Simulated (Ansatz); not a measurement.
Input of the run:

```
crystal:
  lattice:
    - [7.676577989, 0.0, 0.0]
    - [-3.8382889945, 6.6481115526, 0.0]
    - [0.0, 0.0, 2.8595493887]
  atoms:
    - { symbol: Ti, position: [0.0, 0.0, 0.0] }
    - { symbol: Al, position: [0.3338125164, 0.0, 0.5] }
    - { symbol: Al, position: [0.6661874836, 0.0, 0.5] }
    - { symbol: Al, position: [0.0, 0.3338125164, 0.5] }
    - { symbol: Al, position: [0.0, 0.6661874836, 0.5] }
    - { symbol: Al, position: [0.6661874836, 0.6661874836, 0.5] }
    - { symbol: Al, position: [0.3338125164, 0.3338125164, 0.5] }
basis:
  ecutwfc: 420
kpoints:
  mp_grid: { grid: [6, 6, 14] }
  band_path:
    path:
      - [[0.0, 0.0, 0.0], [0.5, 0.0, 0.0], [0.33333333, 0.33333333, 0.0], [0.0, 0.0, 0.0], [0.0, 0.0, 0.5], [0.5, 0.0, 0.5], [0.33333333, 0.33333333, 0.5], [0.0, 0.0, 0.5]]
      - [[0.5, 0.0, 0.5], [0.5, 0.0, 0.0]]
      - [[0.33333333, 0.33333333, 0.5], [0.33333333, 0.33333333, 0.0]]
    npoints: 14
hamiltonian:
  xc: pbe
scf:
  occupations: { method: gaussian, width: 0.1 }
  n_extra_bands: 17
output:
  forces: true
  stress: true
  eigenvalues: true
  populations: true
  dos: { projected: true, de: 0.02, nscf_kmesh: { grid: [9, 9, 21] } }
  bader: true
  write_density: true
  write_potential: true
  elf: true
  volumetric_format: npy
```

Launched with:
```bash
ansatz run input.yaml --threads 1 --pin off --max-ram 2048MiB --backend cpu --events-out ev --progress --plain --runs-dir out
```

Predict the main features of the band structure and density of states. The path is Γ–M–K–Γ–A–L–H–A|L–M|H–K.

A metal: bands cross the Fermi level along this path. Bands cross the Fermi level on every line of the path. At H the nearest levels lie 0.07 eV below and 1.15 eV above the Fermi level. The density of states at the Fermi level is about 3.2 per eV and cell (mean within 0.25 eV), or 0.45 per atom.

The structure is an invented one, so it need not be a known or stable phase.

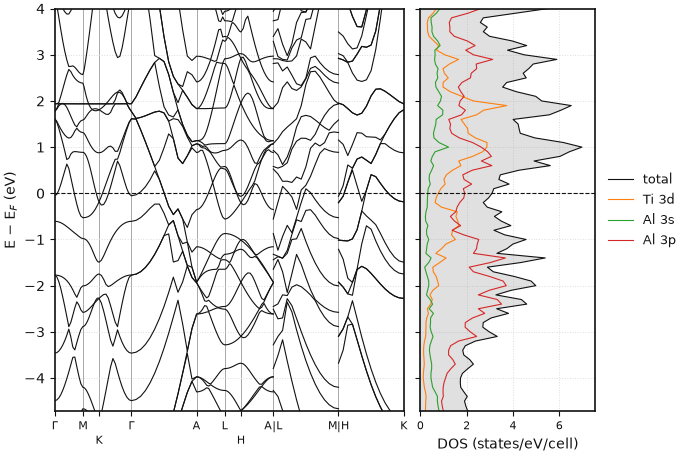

Band structure and density of states. Energies are counted from the Fermi level. The partial curves are projected on Löwdin-orthogonalised atomic shells.
